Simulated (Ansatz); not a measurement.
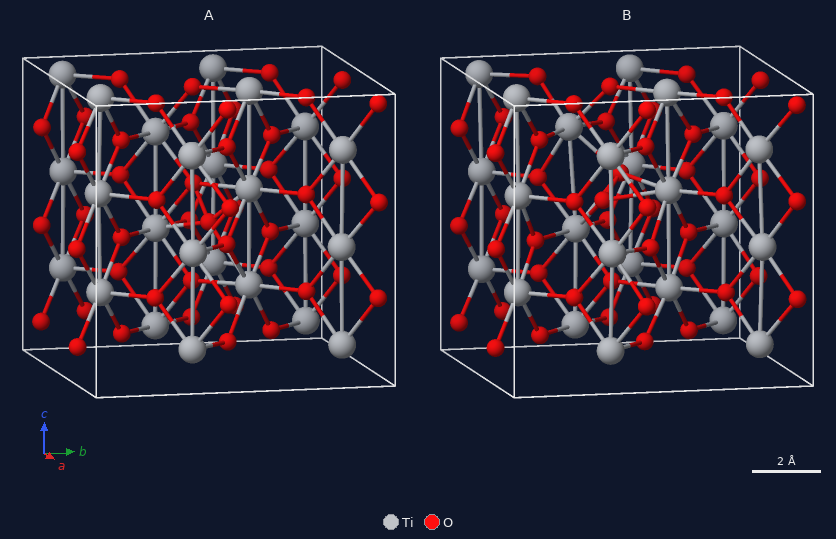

Two geometries of a defect cell of composition Ti₂₄O₄₉ (cell charge −2), drawn at one scale. One is the start of a relaxation, the other its converged end. The picture is a ball-and-stick view of the cell of the calculation (origin shifted), seen slightly off an axis.

Level of theory: DFT, PBEsol, PAW, plane waves (Ansatz). Settings: plane-wave cutoff 420 eV; k-point mesh 1 × 1 × 1; mesh shifted by (0.25, 0.25, 0.25); no spin polarisation; atoms relaxed in a fixed cell; force threshold 0.03 eV/Å; at most 80 steps.

Which geometry has the lower energy?

Structure B is the relaxed one. The atoms of the start lie slightly off their symmetric places, so part of the fall in energy undoes that. After 10 geometry steps the energy has fallen by 6.186 eV per cell of the calculation. The largest force component goes from 9.2 to 0.025 eV/Å. The atom that moves furthest is an O atom (1.09 Å along [1 −3 3]). By element the largest moves are O 1.09 Å, Ti 0.20 Å. The cell stays as it was. Among the contacts that change: O–Ti 2.245 → 3.269 Å, O–Ti 1.777 → 2.010 Å, O–Ti 1.957 → 2.187 Å, O–O 1.262 → 1.436 Å. Bonds break, among them: O–Ti (2.24 → 3.27 Å). Among the angles between lasting bonds that change: Ti–O–O 164.8° → 97.9°, Ti–O–Ti 151.1° → 127.3°, Ti–O–Ti 131.6° → 112.9°.

Limits of the set-up: the cell is charged, on a uniform background, and energies carry no finite-size correction.
